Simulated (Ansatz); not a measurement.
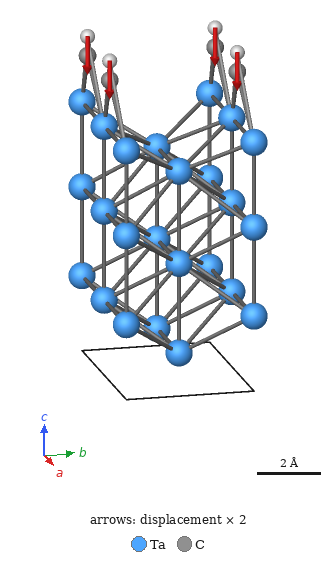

A constrained relaxation of a slab of composition Ta₆C (cut from the Fm-3m phase). The starting structure is drawn faded, the final one solid; red arrows show the displacements, magnified 2 times.

The picture is a ball-and-stick view of the 2 × 1 repeat of the cell, outlined in the plane, without the vacuum, seen slightly off an axis.

Case: C over the place (1/4, 0/4) of the surface cell, its height relaxed. The slab is the (1 1 0) face of Ta with C on it. 6 atoms are held fixed.

These are results of DFT PBEsol, scalar-relativistic, plane waves, PAW (Ansatz), not measurements.

The input:
```yaml
crystal:
  lattice:
    - [2.952588334, 0.0, 0.0]
    - [0.0, 4.1755904661, 0.0]
    - [0.0, 0.0, 26.3814708351]
  atoms:
    - { symbol: Ta, position: [0.5, 0.5, 0.3221958341] }
    - { symbol: Ta, position: [0.0, 0.0, 0.3781553435] }
    - { symbol: Ta, position: [0.5, 0.5, 0.434114853] }
    - { symbol: Ta, position: [0.0, 0.0, 0.4894831972] }
    - { symbol: Ta, position: [0.5, 0.5, 0.5494072472] }
    - { symbol: Ta, position: [0.0, 0.0, 0.5956583999] }
    - { symbol: C, position: [0.25, 0.0, 0.6851151256] }
basis:
  ecutwfc: 420
kpoints:
  mp_grid: { grid: [10, 7, 1] }
hamiltonian:
  xc: pbesol
scf:
  occupations: { method: gaussian, width: 0.1 }
output:
  forces: true
  eigenvalues: true
  write_density: true
  write_potential: true
  elf: true
  volumetric_format: npy
relax:
  adjacent_minimum: "off"
  f_tol: 0.02
  max_steps: 25
  constraints: [{ sites: [0, 1, 2, 3, 4, 5] }, { site: 6, fix: xy }]
efield:
  axis: 3
  dipole_correction: true
  ramp_width: 0.04
```

Command:
```bash
ansatz run input.yaml --threads 2 --pin off --max-ram 5120MiB --backend cpu --events-out ev --progress --plain --runs-dir out
```

Q: Which element moves most?

A: Carbon: up to 0.64 Å, against 0.00 Å for tantalum.

Q: What happened in the run?

A: After 5 accepted moves (6 points after the start) the energy has fallen by 1.513 eV per cell of the calculation. The largest force component goes from 3 to 0.0096 eV/Å. 1 step only repeated the SCF at the same geometry. C7 moves most: 0.64 Å along the normal (−c). Ta stays in place. The lattice vectors keep their values. Among the contacts that change: Ta6–C7 2.473 → 1.876 Å, Ta6–C7 (another image) 3.236 → 2.807 Å. Cost: 2.9 min on 2 threads of Arm Neoverse V2 (shared host), peak memory 0.68 GiB.

Limits of the set-up: the periodic images lie only 3.0 Å apart, so the values are limited by the cell's size.
